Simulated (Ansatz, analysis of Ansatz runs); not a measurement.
# SrCl2(111): segregation of V_Cl

How does the energy of V_Cl change with depth under the (111) face of SrCl2? Model: a cell of 36 host atoms with 1 Cl taken out, a symmetric slab with vacuum.

Method: plane-wave PAW DFT, PBE and LDA; a slab with vacuum, neutral defects, in Ansatz 0.2.0.

## Step 1: Starting point

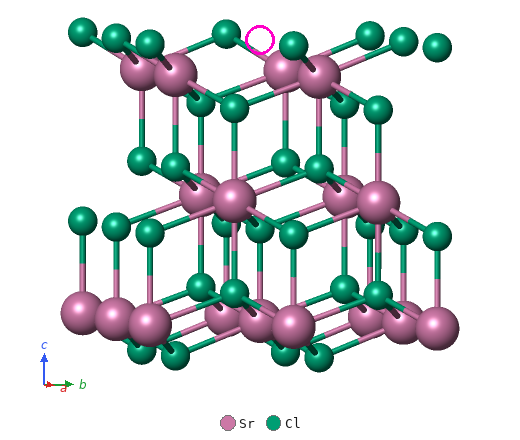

Start, viewed from the side, with the c axis up; strontium pink, chlorine teal. A ring marks the centre wherever it is empty. Bonds to atoms that aren't drawn are left out. Some periodic images of atoms are drawn too.

The cell holds 35 atoms: 12 Sr and 23 Cl. Cell: a = 9.899 Å, b = 9.899 Å, c = 23.000 Å, α = 90.0°, β = 90.0°, γ = 60.0°. It derives from SrCl2 (space group Fm-3m), repeated 2×2×1. Vacuum lies along c. Nearest the centre at fractional (0.334, 0.333, 0.725): Sr27 at 3.07 Å, Sr18 at 3.07 Å, Sr9 at 3.08 Å, Cl25 at 3.57 Å, Cl7 at 3.57 Å, Cl16 at 3.57 Å, Cl32 at 4.95 Å, Cl14 at 4.95 Å.

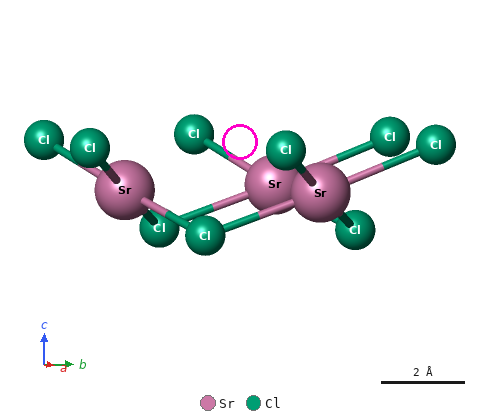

The atoms within 5 Å of the centre. A ring marks the centre wherever it is empty.

Structure file:

```xyz
35
Lattice="9.8988 0.0000 0.0000 4.9494 8.5726 0.0000 0.0000 0.0000 23.0000" Properties=species:S:1:pos:R:3
Sr   -0.0017   -0.0051   15.5531
Sr    4.9461    2.8528    7.4228
Sr    2.4716    1.4240   11.4881
Cl    2.4698    1.4235    8.4389
Cl   -0.0033   -0.0046   12.5193
Cl    4.9449    2.8523   10.4555
Cl    2.4723    1.4248   14.5362
Cl   -0.0032   -0.0066    6.2926
Sr    2.4693    4.2820   15.5527
Sr    7.4211    7.1390    7.4231
Sr    4.9446    5.7105   11.4883
Cl    4.9465    5.7106    8.4399
Cl    2.4688    4.2824   12.5186
Cl    7.4182    7.1391   16.6823
Cl    7.4212    7.1385   10.4570
Cl    4.9439    5.7095   14.5368
Cl    2.4723    4.2807    6.2928
Sr    4.9467   -0.0045   15.5533
Sr    9.8944    2.8509    7.4218
Sr    7.4203    1.4242   11.4871
Cl    7.4204    1.4231    8.4380
Cl    4.9472   -0.0044   12.5201
Cl    9.8970    2.8526   16.6809
Cl    9.8943    2.8529   10.4553
Cl    7.4223    1.4231   14.5369
Cl    4.9456   -0.0051    6.2961
Sr    7.4191    4.2805   15.5529
Sr   12.3706    7.1372    7.4223
Sr    9.8941    5.7110   11.4866
Cl    9.8958    5.7088    8.4377
Cl    7.4188    4.2804   12.5192
Cl   12.3680    7.1384   16.6806
Cl   12.3694    7.1393   10.4553
Cl    9.8926    5.7101   14.5363
Cl    7.4205    4.2811    6.2943
```

The cell's shortest repeat is 9.9 Å.

## Step 2: The clean slab

The slab is cut stoichiometric, symmetric and without a dipole, at the in-plane lattice of the database's bulk structure, and all its atoms relax. Miller indices refer to pymatgen's conventional standard cell, whose axes can be ordered otherwise than in the space-group symbol.

slab/input.yaml reads:

```yaml
crystal:
  lattice:
    - [4.94939, 0.0, 0.0]
    - [2.474695, 4.286298, 0.0]
    - [0.0, 0.0, 23.0]
  atoms:
    - { symbol: Sr, position: [0.0, 0.0, 0.6757026] }
    - { symbol: Sr, position: [0.6666667, 0.6666667, 0.3242974] }
    - { symbol: Sr, position: [0.3333333, 0.3333333, 0.5] }
    - { symbol: Cl, position: [0.3333333, 0.3333333, 0.368223] }
    - { symbol: Cl, position: [0.0, 0.0, 0.5439257] }
    - { symbol: Cl, position: [0.6666667, 0.6666667, 0.7196283] }
    - { symbol: Cl, position: [0.6666667, 0.6666667, 0.4560743] }
    - { symbol: Cl, position: [0.3333333, 0.3333333, 0.631777] }
    - { symbol: Cl, position: [0.0, 0.0, 0.2803717] }
basis:
  ecutwfc: 420
  xc_grid: 2
hamiltonian:
  xc: pbe
kpoints:
  mp_grid: { grid: [4, 4, 1] }
scf:
  occupations: { method: fermi_dirac, width: 0.01 }
  max_iter: 80
relax:
  f_tol: 0.01
  max_steps: 100
  random_displacement: { amplitude: 0.03, seed: 7210 }
output:
  forces: true
  eigenvalues: true
```

Run with:

```bash
$ ansatz run input.yaml --threads 4 --pin off --max-ram 15073MiB --backend cpu --events-out ev --progress --plain --runs-dir out
```

Numbers of over 12 decimals in the logs are rounded to 6 here.

What it wrote:

```text
[... repeated set-up lines and file paths are left out, and long positions are rounded to six places ...]
The last accepted step is kept in <dir> (removed where the run ends without a failure and the disk answers)
Engine: ansatz 0.2.0, aarch64-unknown-linux-gnu
Pseudopotentials: kind: paw
Pseudopotential: Sr, paw, valence charge 10, recommended cutoff 420 eV (normal), Sr.paw.azcp
Pseudopotential: Cl, paw, valence charge 7, recommended cutoff 420 eV (normal), Cl.paw.azcp
Functional definition: PBE
  parameter kappa = 0.804
  parameter beta = 0.066725
  exchange = pbe_x(kappa = kappa, mu = beta*pi^2/3)
  correlation = pbe_c(beta = beta)
Crystal: 9 atoms, lattice volume = 487.935 Å³
Basis set: ecut = 420 eV, 9539 PW (Γ), exchange–correlation on 72×72×320 points (8 copies of the dense FFT grid, shifted against one another)
Bands: 45, of which v1, the nominal top of the filled ones, is band 36 counted from 1 (35 counted from 0)
Symmetry: 1 space group operations
k-points: 10 of 16 (time reversal used)
Non-local potential: Sr, projectors of the file, l = 0: 3, l = 1: 2, l = 2: 2
Non-local potential: Cl, projectors of the file, l = 0: 2, l = 1: 2, l = 2: 2
PAW form: soft (Blöchl's): semilocal exchange-correlation on the pseudo side does not see the compensation charge
PAW one-centre angular grid: Sr, 110 points (default); XC on 64 Gauss nodes
PAW one-centre angular grid: Cl, 110 points (default); XC on 64 Gauss nodes
Initial density: superposition of atomic densities (neutral atoms: chi_scale 0, normalization atom), corrected by the library's trained network
Initial wavefunctions: pseudopotential atomic-orbital guess
Functional: x = pbe(κ = 0.804, μ = 0.219515), c = pbe(β = 0.066725)
SCF iter   1: F=—  HF=-17131.710600 eV  |F-HF|=—  |Δ(HF+E_count)|=         —  Δρ=4.15e-4  dr2=3.14e-3  ethr=1.77e-3  ⟨swp⟩=16.4  Hψ=3169  notcnv=0
preconditioner: auto → Resta (q_TF=auto, 1.983 Å⁻¹)  ε∞=2.0  [insulator: Δε(μ)=4.985 eV  Ē_g=13.478 eV  σ=0.010 eV  W_gap=1.00  n_scr=68 (ndim 8)  ℏωp=13.7 eV  f_vac=0.469  D(μ)=0.00/eV (n_scr^D=0)  ε∞_Penn≈2.0  vacuum switching on, ρ_ref=1.3e-2 e/Å³]
SCF iter   2: F=—  HF=-17131.712771 eV  |F-HF|=—  |Δ(HF+E_count)|=   2.17e-3  Δρ=2.40e-4  dr2=7.43e-4  ethr=4.36e-6  ⟨swp⟩=4.5  Hψ=1290  notcnv=0  defer=29
SCF iter   3: F=—  HF=-17131.712765 eV  |F-HF|=—  |Δ(HF+E_count)|=   5.94e-6  Δρ=1.13e-4  dr2=7.76e-5  ethr=1.03e-6  ⟨swp⟩=3.1  Hψ=853  notcnv=0  defer=29
SCF iter   4: F=—  HF=-17131.712802 eV  |F-HF|=—  |Δ(HF+E_count)|=   3.70e-5  Δρ=3.42e-5  dr2=5.30e-6  ethr=1.08e-7  ⟨swp⟩=2.7  Hψ=714  notcnv=0  defer=29
iter 5 did not close the SCF: its close was put off for the readings that it lacked (scf_convergence_deferred on its scf_iter line)
SCF iter   5: F=-17131.712811 eV  HF=-17131.712811 eV  |F-HF|=2.43e-7  |Δ(HF+E_count)|=   8.47e-6  Δρ=9.25e-6  dr2=3.09e-7  ethr=7.37e-9  ⟨swp⟩=2.2  Hψ=788  notcnv=0  defer=29
SCF iter   6: F=-17131.712811 eV  HF=-17131.712811 eV  |F-HF|=3.51e-9  |Δ(HF+E_count)|=   2.87e-7  Δρ=1.95e-6  dr2=2.47e-8  ethr=4.29e-10  ⟨swp⟩=14.6  Hψ=2333  notcnv=0
SCF 1 converged in 6 iterations: F = -17131.712811 eV  dr2 = 2.47e-8
[...]
relax step   1: F+E_penalty+E_count = -17131.71281113 eV  Δ(F+E_penalty+E_count) = +0.000e0 eV  max|allowed force component| = 3.698e-1 eV/Å  Δτ_max = 0.0000 Å  (6 SCF iters, dr2 threshold 2.50e-6 eV, accepted)
[...]
relax step   2: F+E_penalty+E_count = -17131.75035224 eV  Δ(F+E_penalty+E_count) = -3.754e-2 eV  max|allowed force component| = 2.396e-1 eV/Å  Δτ_max = 0.1300 Å  (7 SCF iters, dr2 threshold 8.55e-6 eV, accepted)
[...]
relax step   4: F+E_penalty+E_count = -17131.76297213 eV  Δ(F+E_penalty+E_count) = -3.054e-4 eV  max|allowed force component| = 5.712e-3 eV/Å  Δτ_max = 0.0090 Å  (5 SCF iters, accepted)
SCF converged after 5 iterations
Free energy (F): -17131.762972 eV
Harris-Foulkes:  -17131.762972 eV  (|F-HF|=4.68e-9)
Internal energy: -17131.762972 eV  (E = F + TS)
E sigma→0 (E₀):  -17131.762972 eV
Fermi energy:    0.740868 eV
--- Per-component energies (eV) ---
  E_band       = -789.799733
  E_kinetic    = 1700.058250
  E_local      = -22865.308057  (includes V_loc(G=0)·N_el)
  E_nonlocal   = 775.883032
  E_hartree    = 10461.906203
  E_xc         = -1164.808272
  E_vxc        = -1220.735332  (∫ρ·V_xc dr)
  E_paw        = -12039.918299  (= ΣΔE_a)
  E_vpaw       = -103.513968  (= ΣTr[D̂ρ^β])
  E_aug_tail   = 0.000537  (compensation charges beyond the density's cutoff)
  E_ewald      = 6000.423634
  E_smearing   = -0.000000  (= −TS)
  E_closure    = 0.000000  (closes the sum)
  Σ components = -17131.762972   (vs F -17131.762972, Δ=0.00e0)
--- Forces (eV/Å), atoms counted from 1 ---
  atom   1  Sr    -0.00104518    -0.00145002     0.00412597
  atom   2  Sr    -0.00050186    -0.00029309    -0.00344036
  atom   3  Sr    -0.00215091    -0.00126966    -0.00012357
  atom   4  Cl     0.00092224    -0.00019225    -0.00251651
  atom   5  Cl     0.00088824     0.00146893    -0.00571126
  atom   6  Cl     0.00043950     0.00141203    -0.00002565
  atom   7  Cl     0.00049943     0.00039188     0.00414783
  atom   8  Cl     0.00106226     0.00014017     0.00327871
  atom   9  Cl    -0.00010947    -0.00021121     0.00027427
  max |Σ_I F_I| component: 9.44e-6 eV/Å
--- Band table (eV; the first three rows and the last of 10) ---
  k-point 0: bands = ["-34.8770", "-34.8760", "-34.7599", "-17.0359", [... 37 left out ...] "4.6284", "4.6287", "4.7958", "4.7961"]
  k-point 1: bands = ["-34.8761", "-34.8751", "-34.7589", "-17.0177", [... 37 left out ...] "4.7041", "4.9517", "4.9786", "5.1473"]
  [... further k-points left out ...]
--- Relaxed structure (4 steps of the walk, 4 accepted, 0 SCFs on fresh bases) ---
  F+E_penalty+E_count = -17131.76297213 eV   max|allowed force component| = 5.712e-3 eV/Å
  atoms:
    - { symbol: Sr, position: [-0.000133, -0.001239, 0.676200] }
    - { symbol: Sr, position: [0.666434, 0.665682, 0.322716] }
    - { symbol: Sr, position: [0.333320, 0.332196, 0.499470] }
    - { symbol: Cl, position: [0.333046, 0.332308, 0.366934] }
    - { symbol: Cl, position: [-0.000104, -0.001339, 0.544348] }
    - { symbol: Cl, position: [0.666558, 0.665156, 0.725215] }
    - { symbol: Cl, position: [0.666527, 0.665471, 0.454603] }
    - { symbol: Cl, position: [0.333143, 0.331984, 0.631981] }
    - { symbol: Cl, position: [-0.000256, -0.000979, 0.273695] }
```

Wall time 22 s (4 threads of Arm Neoverse V1, shared host); peak memory 0.85 GiB.

Relaxation path:

```tsv
step	energy less that of the first step (eV)	largest force component (eV/Å)
1	0.0000	0.3698
2	-0.0375	0.2396
3	-0.0499	0.0228
4	-0.0502	0.0057
```

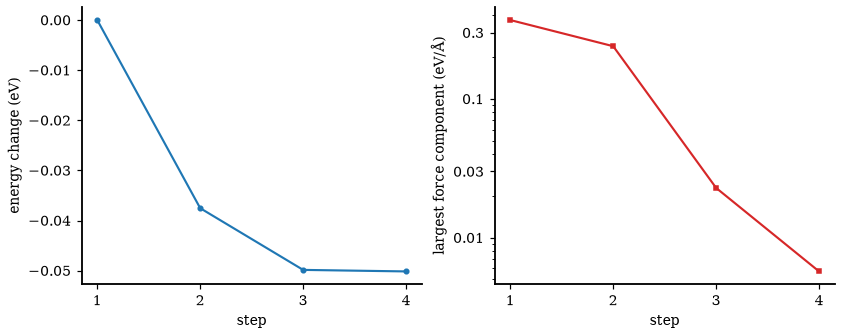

Energy and largest force along the relaxation.

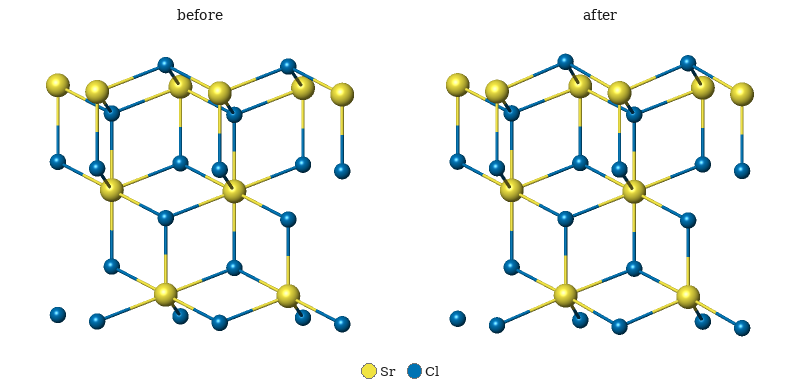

The structure before and after the relaxation, drawn at the same scale. Bonds to atoms that aren't drawn are left out.

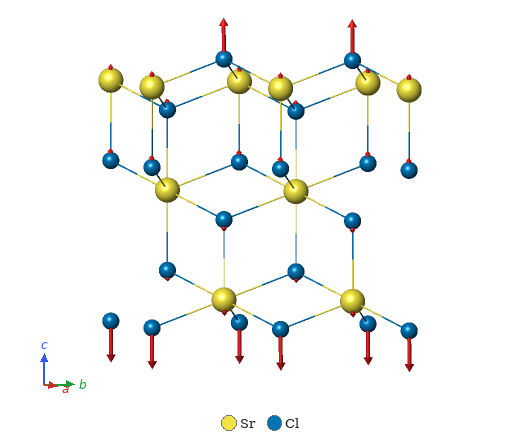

Displacements in the relaxation from the typed sites, exaggerated, the mean shift taken out; the longest in the cell stands for 0.14 Å. Bonds to atoms that aren't drawn are left out. 1×2×1 cells are drawn. Some periodic images of atoms are drawn too.

The atoms that moved most (Å, from the sites as typed, ahead of the random displacement, the mean shift of all atoms taken out):

```tsv
atom	dx	dy	dz	length
Cl9	0.000	0.001	-0.141	0.141
Cl6	-0.001	-0.001	0.141	0.141
Sr2	0.000	0.001	-0.024	0.024
Sr1	0.000	0.000	0.024	0.024
Cl5	0.000	-0.001	0.022	0.022
Cl7	0.000	0.000	-0.021	0.021
Cl4	0.000	0.001	-0.017	0.017
Cl8	-0.001	-0.001	0.017	0.017
```

With the common shift taken out, atoms move by up to 0.14 Å from the bulk-cut sites, and by up to 0.14 Å along the normal.

On a dense mesh the slab's energy differs by under 1 meV an atom, so the sampling is kept; the layers are compared at one sampling, where most of this error should cancel, which was not tested.

## Step 3: Does the supercell reconstruct?

The clean supercell is relaxed from displaced atoms, since a reconstruction that only the larger cell allows would otherwise be counted to the defect.

pristine.relax/input.yaml reads:

```yaml
crystal:
  lattice:
    - [9.89878, 0.0, 0.0]
    - [4.94939, 8.572596, 0.0]
    - [0.0, 0.0, 23.0]
  atoms:
    - { symbol: Sr, position: [-6.644e-05, -0.00061951, 0.67619964] }
    - { symbol: Sr, position: [0.33321696, 0.33284119, 0.32271622] }
    - { symbol: Sr, position: [0.16666002, 0.1660978, 0.49947038] }
    - { symbol: Cl, position: [0.16652296, 0.16615383, 0.36693449] }
[... 26 atom lines left out ...]
    - { symbol: Cl, position: [0.66652296, 0.66615383, 0.36693449] }
    - { symbol: Cl, position: [0.49994778, 0.49933066, 0.54434781] }
    - { symbol: Cl, position: [0.83327891, 0.83257798, 0.72521537] }
    - { symbol: Cl, position: [0.83326375, 0.83273528, 0.4546032] }
    - { symbol: Cl, position: [0.66657133, 0.6659922, 0.63198076] }
    - { symbol: Cl, position: [0.49987185, 0.49951071, 0.27369474] }
basis:
  ecutwfc: 420
  xc_grid: 2
hamiltonian:
  xc: pbe
kpoints:
  mp_grid: { grid: [2, 2, 1] }
scf:
  occupations: { method: fermi_dirac, width: 0.01 }
  max_iter: 100
output:
  forces: true
relax:
  f_tol: 0.015
  max_steps: 80
  random_displacement: { amplitude: 0.05, seed: 7219 }
```

What it wrote:

```text
[...]
Crystal: 36 atoms, lattice volume = 1951.740 Å³
Basis set: ecut = 420 eV, 38177 PW (Γ), exchange–correlation on 144×144×320 points (8 copies of the dense FFT grid, shifted against one another)
Bands: 180, of which v1, the nominal top of the filled ones, is band 144 counted from 1 (143 counted from 0)
Symmetry: 1 space group operations
k-points: 4
[...]
SCF iter   1: F=—  HF=-68526.920619 eV  |F-HF|=—  |Δ(HF+E_count)|=         —  Δρ=4.16e-4  dr2=4.45e-3  ethr=1.77e-3  ⟨swp⟩=17.0  Hψ=5214  notcnv=0  defer=19
[...]
SCF iter   6: F=-68526.940528 eV  HF=-68526.940528 eV  |F-HF|=1.83e-8  |Δ(HF+E_count)|=   6.96e-7  Δρ=1.74e-6  dr2=9.25e-8  ethr=1.80e-10  ⟨swp⟩=2.0  Hψ=2500  notcnv=0
SCF 1 converged in 6 iterations: F = -68526.940528 eV  dr2 = 9.25e-8
[...]
- { symbol: Cl, position: [0.167244, 0.166793, 0.631759] }
    - { symbol: Cl, position: [0.000649, -0.000179, 0.273339] }
    - { symbol: Sr, position: [0.000293, 0.500096, 0.675954] }
    - { symbol: Sr, position: [0.333907, 0.833359, 0.322491] }
    - { symbol: Sr, position: [0.167041, 0.666725, 0.499240] }
    - { symbol: Cl, position: [0.167230, 0.666737, 0.366702] }
    - { symbol: Cl, position: [0.000224, 0.500142, 0.544037] }
[...]
- { symbol: Sr, position: [0.500578, 7.207299468466144e-5, 0.675977] }
    - { symbol: Sr, position: [0.833866, 0.333151, 0.322436] }
    - { symbol: Sr, position: [0.667140, 0.166727, 0.499186] }
[...]
- { symbol: Sr, position: [0.500425, 0.499913, 0.675963] }
    - { symbol: Sr, position: [0.834023, 0.833155, 0.322459] }
    - { symbol: Sr, position: [0.667017, 0.666788, 0.499167] }
[...]
- { symbol: Cl, position: [0.833689, 0.833290, 0.724992] }
    - { symbol: Cl, position: [0.833780, 0.833396, 0.454327] }
    - { symbol: Cl, position: [0.666918, 0.666685, 0.631760] }
    - { symbol: Cl, position: [0.500529, 0.499991, 0.273413] }
[key lines of the parts left out:]
SCF converged after 2 iterations
Free energy (F): -68527.051867 eV
Fermi energy:    0.739537 eV
```

Wall time 79 s (4 threads); peak memory 5.9 GiB.

Atoms end at most 0.00 Å from the small cell's positions, so the small cell's structure is at least a local minimum.

[end of part 1 of 3]

[Logs are printed without paths, hosts, clocks, repeated set-up lines and the standing remarks that a program may print on its own settings, such as how far it seeks lower states.]

[Hosts, paths, dates, database ids (printed as entryN), source tags and the programs' standing remarks are cut or masked in the printed files.]

[Maps of the electrostatic potential energy from Ansatz leave out the sawtooth potential of an applied field or a dipole correction, so their vacuum need not be flat.]
